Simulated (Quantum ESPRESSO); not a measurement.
# Run report: PbS, band-structure run (part 1 of 2)

System: PbS (2 atoms in the cell).
Method: Kohn-Sham DFT of a periodic cell, PBE, SSSP 1.3 efficiency PBE, no spin polarisation (Quantum ESPRESSO 7.5).

The structure derives from an entry of the Crystallography Open Database.

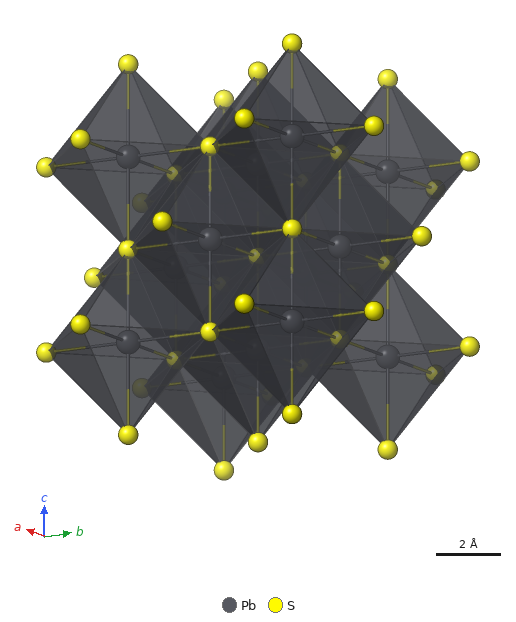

Fig. 1: The structure as given in the input (polyhedral view of the cell 4 times as large as that of the calculation, set on its symmetry axes, seen at an oblique angle; polyhedra are completed across the faces of the cell). An atom can appear more than once, as a periodic image.

The input:
```
&CONTROL
  calculation = 'scf'
  prefix = 'pwscf'
  outdir = './tmp'
  pseudo_dir = './pseudo'
  tprnfor = .true.
  tstress = .true.
  disk_io = 'low'
/
&SYSTEM
  ibrav = 0
  A = 4.19420387
  nat = 2
  ntyp = 2
  ecutwfc = 55
  ecutrho = 440
  nbnd = 16
  occupations = 'smearing'
  smearing = 'fd'
  degauss = 0.00367493
/
&ELECTRONS
  conv_thr = 4d-10
  electron_maxstep = 120
  mixing_beta = 0.5
/
ATOMIC_SPECIES
Pb   207.2000 Pb.pbe-dn-kjpaw_psl.0.2.2.UPF
S     32.0600 s_pbe_v1.4.uspp.F.UPF
CELL_PARAMETERS alat
   0.0000000000    0.7071067816    0.7071067816
   0.7071067816    0.0000000000    0.7071067816
   0.7071067816    0.7071067816    0.0000000000
ATOMIC_POSITIONS alat
Pb     0.0000000000    0.0000000000    0.0000000000
S      0.7071067816    0.7071067816    0.7071067816
K_POINTS automatic
8 8 8 0 0 0
```

File bands.in:
```
&CONTROL
  calculation = 'bands'
  prefix = 'pwscf'
  outdir = './tmp'
  pseudo_dir = './pseudo'
  disk_io = 'low'
  verbosity = 'high'
/
&SYSTEM
  ibrav = 0
  A = 4.19420387
  nat = 2
  ntyp = 2
  ecutwfc = 55
  ecutrho = 440
  nbnd = 16
  occupations = 'smearing'
  smearing = 'fd'
  degauss = 0.00367493
/
&ELECTRONS
  conv_thr = 1d-08
  electron_maxstep = 120
  mixing_beta = 0.5
  diago_full_acc = .true.
/
ATOMIC_SPECIES
Pb   207.2000 Pb.pbe-dn-kjpaw_psl.0.2.2.UPF
S     32.0600 s_pbe_v1.4.uspp.F.UPF
CELL_PARAMETERS alat
   0.0000000000    0.7071067816    0.7071067816
   0.7071067816    0.0000000000    0.7071067816
   0.7071067816    0.7071067816    0.0000000000
ATOMIC_POSITIONS alat
Pb     0.0000000000    0.0000000000    0.0000000000
S      0.7071067816    0.7071067816    0.7071067816
K_POINTS crystal
60
 0.0000000000  0.0000000000  0.0000000000 1
 0.0625000000  0.0000000000  0.0625000000 1
 0.1250000000  0.0000000000  0.1250000000 1
 0.1875000000  0.0000000000  0.1875000000 1
 0.2500000000  0.0000000000  0.2500000000 1
 0.3125000000  0.0000000000  0.3125000000 1
 0.3750000000  0.0000000000  0.3750000000 1
 0.4375000000  0.0000000000  0.4375000000 1
 0.5000000000  0.0000000000  0.5000000000 1
 0.5000000000  0.0625000000  0.5625000000 1
 0.5000000000  0.1250000000  0.6250000000 1
 0.5000000000  0.1875000000  0.6875000000 1
 0.5000000000  0.2500000000  0.7500000000 1
 0.4375000000  0.3125000000  0.7500000000 1
 0.3750000000  0.3750000000  0.7500000000 1
 0.3375000000  0.3375000000  0.6750000000 1
 0.3000000000  0.3000000000  0.6000000000 1
 0.2625000000  0.2625000000  0.5250000000 1
 0.2250000000  0.2250000000  0.4500000000 1
 0.1875000000  0.1875000000  0.3750000000 1
 0.1500000000  0.1500000000  0.3000000000 1
 0.1125000000  0.1125000000  0.2250000000 1
 0.0750000000  0.0750000000  0.1500000000 1
 0.0375000000  0.0375000000  0.0750000000 1
 0.0000000000  0.0000000000  0.0000000000 1
 0.0625000000  0.0625000000  0.0625000000 1
 0.1250000000  0.1250000000  0.1250000000 1
 0.1875000000  0.1875000000  0.1875000000 1
 0.2500000000  0.2500000000  0.2500000000 1
 0.3125000000  0.3125000000  0.3125000000 1
 0.3750000000  0.3750000000  0.3750000000 1
 0.4375000000  0.4375000000  0.4375000000 1
 0.5000000000  0.5000000000  0.5000000000 1
 0.5250000000  0.4500000000  0.5250000000 1
 0.5500000000  0.4000000000  0.5500000000 1
 0.5750000000  0.3500000000  0.5750000000 1
 0.6000000000  0.3000000000  0.6000000000 1
 0.6250000000  0.2500000000  0.6250000000 1
 0.5833333333  0.2500000000  0.6666666667 1
 0.5416666667  0.2500000000  0.7083333333 1
 0.5000000000  0.2500000000  0.7500000000 1
 0.5000000000  0.2857142857  0.7142857143 1
 0.5000000000  0.3214285714  0.6785714286 1
 0.5000000000  0.3571428571  0.6428571429 1
 0.5000000000  0.3928571429  0.6071428571 1
 0.5000000000  0.4285714286  0.5714285714 1
 0.5000000000  0.4642857143  0.5357142857 1
 0.5000000000  0.5000000000  0.5000000000 1
 0.4821428571  0.4821428571  0.5357142857 1
 0.4642857143  0.4642857143  0.5714285714 1
 0.4464285714  0.4464285714  0.6071428571 1
 0.4285714286  0.4285714286  0.6428571429 1
 0.4107142857  0.4107142857  0.6785714286 1
 0.3928571429  0.3928571429  0.7142857143 1
 0.3750000000  0.3750000000  0.7500000000 1
 0.6250000000  0.2500000000  0.6250000000 1
 0.5937500000  0.1875000000  0.5937500000 1
 0.5625000000  0.1250000000  0.5625000000 1
 0.5312500000  0.0625000000  0.5312500000 1
 0.5000000000  0.0000000000  0.5000000000 1
```

Machine: 1 thread of AMD EPYC (Zen 3), 24 GiB of memory available, shared host.

Launched with:
```bash
OMP_NUM_THREADS=1 pw.x -in pw.in > pw.out
OMP_NUM_THREADS=1 pw.x -in bands.in > bands.out
```

What the program printed:
```
This program is part of the open-source Quantum ESPRESSO suite
     for quantum simulation of materials; please cite
         "P. Giannozzi et al., J. Phys.:Condens. Matter 21 395502 (2009);
         "P. Giannozzi et al., J. Phys.:Condens. Matter 29 465901 (2017);
         "P. Giannozzi et al., J. Chem. Phys. 152 154105 (2020);
          URL
     in publications or presentations arising from this work. More details at

     file Pb.pbe-dn-kjpaw_psl.0.2.2.UPF: wavefunction(s)  6S renormalized
     Message from routine setup:
     using ibrav=0 with symmetry is DISCOURAGED, use correct ibrav instead

     G-vector sticks info
     --------------------
     sticks:   dense  smooth     PW     G-vecs:    dense   smooth      PW
     Sum        1915     955    283                55009    19579    3143

     Using Slab Decomposition

     bravais-lattice index     =            0
     lattice parameter (alat)  =       7.9259  a.u.
     unit-cell volume          =     352.0710 (a.u.)^3
     number of atoms/cell      =            2
     number of atomic types    =            2
     number of electrons       =        20.00
     number of Kohn-Sham states=           16
     kinetic-energy cutoff     =      55.0000  Ry
     charge density cutoff     =     440.0000  Ry
     scf convergence threshold =      4.0E-10
     mixing beta               =       0.5000
     number of iterations used =            8  plain     mixing
     Exchange-correlation=  SLA  PW   PBX  PBC
                           (   1   4   3   4   0   0   0)

     celldm(1)=   7.925897  celldm(2)=   0.000000  celldm(3)=   0.000000
     celldm(4)=   0.000000  celldm(5)=   0.000000  celldm(6)=   0.000000

     crystal axes: (cart. coord. in units of alat)
               a(1) = (   0.000000   0.707107   0.707107 )
               a(2) = (   0.707107   0.000000   0.707107 )
               a(3) = (   0.707107   0.707107   0.000000 )

     reciprocal axes: (cart. coord. in units 2 pi/alat)
               b(1) = ( -0.707107  0.707107  0.707107 )
               b(2) = (  0.707107 -0.707107  0.707107 )
               b(3) = (  0.707107  0.707107 -0.707107 )

     PseudoPot. # 1 for Pb read from file:
     Pb.pbe-dn-kjpaw_psl.0.2.2.UPF
     Pseudo is Projector augmented-wave + core cor, Zval = 14.0
     Generated using "atomic" code by A. Dal Corso  v.5.0.99 svn rev. 10869
     Shape of augmentation charge: PSQ
     Using radial grid of 1281 points,  6 beta functions with:
                l(1) =   0
                l(2) =   0
                l(3) =   1
                l(4) =   1
                l(5) =   2
                l(6) =   2
     Q(r) pseudized with 0 coefficients

     PseudoPot. # 2 for S  read from file:
     s_pbe_v1.4.uspp.F.UPF
     Pseudo is Ultrasoft + core correction, Zval =  6.0
     Generated by new atomic code, or converted to UPF format
     Using radial grid of  907 points,  6 beta functions with:
                l(1) =   0
                l(2) =   0
                l(3) =   1
                l(4) =   1
                l(5) =   2
                l(6) =   2
     Q(r) pseudized with  8 coefficients,  rinner =    1.300   1.300   1.300
                                                       1.300   1.300

     atomic species   valence    mass     pseudopotential
     Pb               14.00   207.20000     Pb( 1.00)
     S                 6.00    32.06000     S ( 1.00)

     48 Sym. Ops., with inversion, found

   Cartesian axes

     site n.     atom                  positions (alat units)
         1        Pb     tau(   1) = (   0.0000000   0.0000000   0.0000000  )
         2        S      tau(   2) = (   0.7071068   0.7071068   0.7071068  )

     number of k points=    29  Fermi-Dirac smearing, width (Ry)=  0.0037
                       cart. coord. in units 2pi/alat
        k(    1) = (   0.0000000   0.0000000   0.0000000), wk =   0.0039062
        k(    2) = (   0.0883883   0.0883883  -0.0883883), wk =   0.0312500
        k(    3) = (   0.1767767   0.1767767  -0.1767767), wk =   0.0312500
        k(    4) = (   0.2651650   0.2651650  -0.2651650), wk =   0.0312500
        k(    5) = (  -0.3535534  -0.3535534   0.3535534), wk =   0.0156250
        k(    6) = (   0.1767767   0.0000000   0.0000000), wk =   0.0234375
        k(    7) = (   0.2651650   0.0883883  -0.0883883), wk =   0.0937500
        k(    8) = (   0.3535534   0.1767767  -0.1767767), wk =   0.0937500
        k(    9) = (  -0.2651650  -0.4419417   0.4419417), wk =   0.0937500
        k(   10) = (  -0.1767767  -0.3535534   0.3535534), wk =   0.0937500
        k(   11) = (  -0.0883883  -0.2651650   0.2651650), wk =   0.0937500
        k(   12) = (   0.0000000  -0.1767767   0.1767767), wk =   0.0468750
        k(   13) = (   0.3535534   0.0000000   0.0000000), wk =   0.0234375
        k(   14) = (   0.4419417   0.0883883  -0.0883883), wk =   0.0937500
        k(   15) = (  -0.1767767  -0.5303301   0.5303301), wk =   0.0937500
        k(   16) = (  -0.0883883  -0.4419417   0.4419417), wk =   0.0937500
        k(   17) = (   0.0000000  -0.3535534   0.3535534), wk =   0.0468750
        k(   18) = (   0.5303301   0.0000000   0.0000000), wk =   0.0234375
        k(   19) = (  -0.0883883  -0.6187184   0.6187184), wk =   0.0937500
        k(   20) = (   0.0000000  -0.5303301   0.5303301), wk =   0.0468750
        k(   21) = (  -0.7071068   0.0000000   0.0000000), wk =   0.0117188
        k(   22) = (   0.3535534   0.1767767   0.0000000), wk =   0.0937500
        k(   23) = (  -0.2651650  -0.4419417   0.6187184), wk =   0.1875000
        k(   24) = (  -0.1767767  -0.3535534   0.5303301), wk =   0.0937500
        k(   25) = (  -0.1767767  -0.5303301   0.7071068), wk =   0.0937500
        k(   26) = (  -0.0883883  -0.4419417   0.6187184), wk =   0.1875000
        k(   27) = (   0.0000000  -0.3535534   0.5303301), wk =   0.0937500
        k(   28) = (  -0.7071068   0.1767767   0.0000000), wk =   0.0468750
        k(   29) = (  -0.7071068   0.3535534   0.0000000), wk =   0.0234375

     Dense  grid:    55009 G-vectors     FFT dimensions: (  54,  54,  54)

     Smooth grid:    19579 G-vectors     FFT dimensions: (  40,  40,  40)

     Initial potential from superposition of free atoms

     starting charge      19.9976, renormalised to      20.0000
     Starting wfcs are   13 randomized atomic wfcs +    3 random wfcs

     Self-consistent Calculation

     iteration #  1     ecut=    55.00 Ry     beta= 0.50
     Davidson diagonalization with overlap
     ethr =  1.00E-02,  avg # of iterations =  5.9

     Threshold (ethr) on eigenvalues was too large:
     Diagonalizing with lowered threshold

     Davidson diagonalization with overlap
     ethr =  6.82E-04,  avg # of iterations =  2.9

     total energy              =    -894.68592107 Ry
     estimated scf accuracy    <       0.13343290 Ry

     iteration #  2     ecut=    55.00 Ry     beta= 0.50
     Davidson diagonalization with overlap
     ethr =  6.67E-04,  avg # of iterations =  2.3

     total energy              =    -894.72502492 Ry
     estimated scf accuracy    <       0.01811693 Ry

     iteration #  3     ecut=    55.00 Ry     beta= 0.50
     Davidson diagonalization with overlap
     ethr =  9.06E-05,  avg # of iterations =  5.8

     total energy              =    -894.73241491 Ry
     estimated scf accuracy    <       0.00122750 Ry

     iteration #  4     ecut=    55.00 Ry     beta= 0.50
     Davidson diagonalization with overlap
     c_bands:  1 eigenvalues not converged
     c_bands:  1 eigenvalues not converged
     ethr =  6.14E-06,  avg # of iterations =  8.8

     total energy              =    -894.73299680 Ry
     estimated scf accuracy    <       0.00002817 Ry

     iteration #  5     ecut=    55.00 Ry     beta= 0.50
     Davidson diagonalization with overlap
     ethr =  1.41E-07,  avg # of iterations =  6.2
```
